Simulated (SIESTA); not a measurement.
## CdS: 7 runs along one coordinate

System: CdS (Fm-3m, 2 atoms in the cell).
Method: Kohn-Sham DFT of a periodic cell, PBEsol, PseudoDojo 0.4 standard, converted to PSML, no spin polarisation (SIESTA 5.4.2).

The 7 runs differ only in the geometry, by an even scaling of the cell at fixed fractional positions. The structure derives from a Materials Project entry.

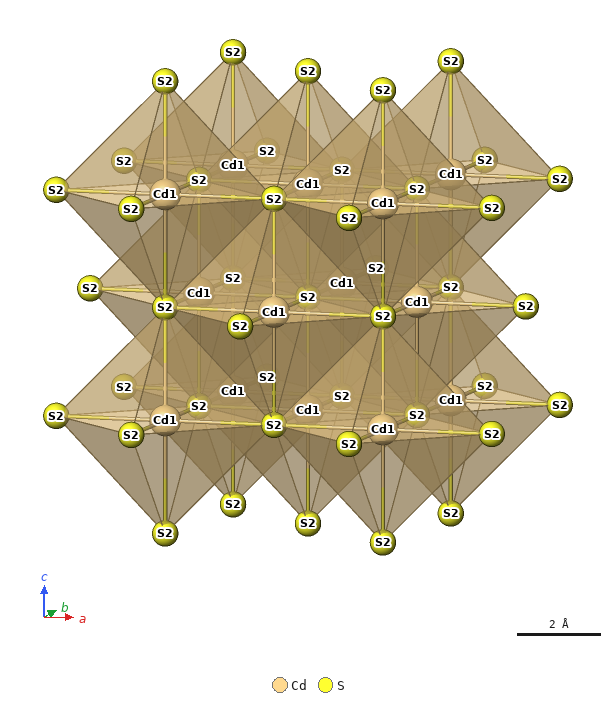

Figure 1. The structure of run 4 (polyhedral view of the cell 4 times as large as that of the calculation, set on its symmetry axes, seen slightly off an axis; polyhedra are completed across the faces of the cell; atoms are numbered from 1 in the order of the input). An atom can appear more than once, as a periodic image.

### Input of run 4
```
SystemName                      CdS
SystemLabel                     CdS
NumberOfSpecies                 2
NumberOfAtoms                   2
%block ChemicalSpeciesLabel
  1  48 Cd
  2  16 S
%endblock ChemicalSpeciesLabel

LatticeConstant                 1.0 Ang
%block LatticeVectors
     0.0000000000     2.7532440000     2.7532440000
     2.7532440000     0.0000000000     2.7532440000
     2.7532440000     2.7532440000     0.0000000000
%endblock LatticeVectors
AtomicCoordinatesFormat         Fractional
%block AtomicCoordinatesAndAtomicSpecies
     0.0000000000     0.0000000000     0.0000000000  1  Cd
     0.5000000000     0.5000000000     0.5000000000  2  S
%endblock AtomicCoordinatesAndAtomicSpecies

%block kgrid.MonkhorstPack
    8   0   0  0.0
    0   8   0  0.0
    0   0   8  0.0
%endblock kgrid.MonkhorstPack
XC.Functional                   GGA
XC.Authors                      PBEsol
PAO.BasisSize                   DZP
PAO.EnergyShift                 0.003 Ry
Mesh.Cutoff                     800 Ry
OccupationFunction              FD
ElectronicTemperature           0.05 eV
MaxSCFIterations                120
SCF.MustConverge                false
SCF.Mixer.Method                Pulay
SCF.Mixer.Weight                0.25
SCF.Mixer.History               8
SCF.DM.Tolerance                5.0e-05
SCF.H.Tolerance                 1.0e-03 eV
WriteForces                     true
Charge.Mulliken                 end
%block PAO.Basis
  Cd 5
  n=4 0 2
    2.625 0.000
  n=5 0 2
    7.504 0.000
  n=4 1 2
    2.973 0.000
  n=5 1 1
    7.504
  n=4 2 2
    4.584 0.000
%endblock PAO.Basis
```

Command:
```bash
siesta < CdS.fdf > CdS.out 2>&1
```

Run 6 differs from it as follows:
```diff
-     0.0000000000     2.7532440000     2.7532440000
-     2.7532440000     0.0000000000     2.7532440000
-     2.7532440000     2.7532440000     0.0000000000
+     0.0000000000     2.7894750496     2.7894750496
+     2.7894750496     0.0000000000     2.7894750496
+     2.7894750496     2.7894750496     0.0000000000
```

### Results, with one run withheld

```tsv
run	volume per atom (Å³)	free energy per atom, from the lowest run given (meV)	pressure (GPa)	gap on the mesh (eV)
1	19.618	0.00	0.66	0.00
2	20.036	0.66	−1.16	0.00
3	20.453	5.86	−2.75	0.16
4	20.871	14.90	−4.11	0.17
5	21.288	27.32	−5.40	0.17
6	21.705	?	?	?
7	22.123	61.06	−7.46	0.16
```

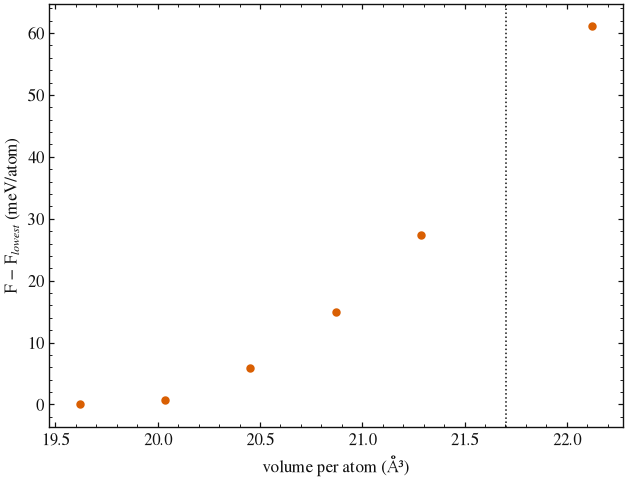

Figure 2. Free energy per atom of the runs given; the dotted line marks run 6.

Estimate the energy of run 6 from the others.

A cubic polynomial in V^(−2/3) (the Birch–Murnaghan form), fitted to the 6 runs given, misses them by at most 0.04 meV per atom. With x = V^(−2/3) − 0.13262 Å⁻², it reads F = 10.861 − 5293.5 x + 6.1843e+05 x² + 2.1631e+06 x³ (meV per atom). At run 6 it gives 42.84 meV per atom, and the run itself gives 42.85. The slope of the fit gives a pressure −dF/dV of −6.49 GPa there, and the run prints −6.49 GPa. The fit has its minimum at 19.762 Å³ per atom, where V d²F/dV² gives 87.1 GPa: the bulk modulus at this level, since symmetry fixes the shape and the positions. The gap on the mesh lies between 0.00 eV (run 1) and 0.17 eV (run 5); run 6 has 0.17 eV. These are gaps of this functional on this mesh, which can miss the band edges; they aren't the measured gap.

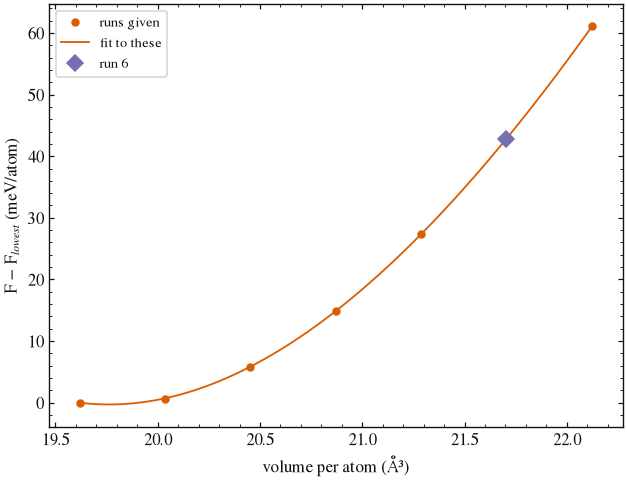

Figure 3. The fit and the withheld run.

### Some lines of the output (run 6)
```
[...]
outcell: Cell volume (Ang**3)        :     43.4108
stepf: Fermi-Dirac step function
siesta: Etot    =     -5066.032969
siesta: FreeEng =     -5066.032969
        iscf     Eharris(eV)        E_KS(eV)     FreeEng(eV)     dDmax    Ef(eV) dHmax(eV)
siesta: E_KS(eV) =            -5067.8205
siesta: E_KS - E_eggbox =     -5067.8205
siesta: Etot    =     -5067.820491
siesta: FreeEng =     -5067.822248
siesta:         Fermi =      -4.741777
siesta: Cell volume =         43.410765 Ang**3
    Orbital volume contribution        =           1.465701 eV
```

Notes: Points of doubt noted for this run: mulliken charges of long orbitals. With a small basis of atomic orbitals these values can differ much from converged plane-wave results.
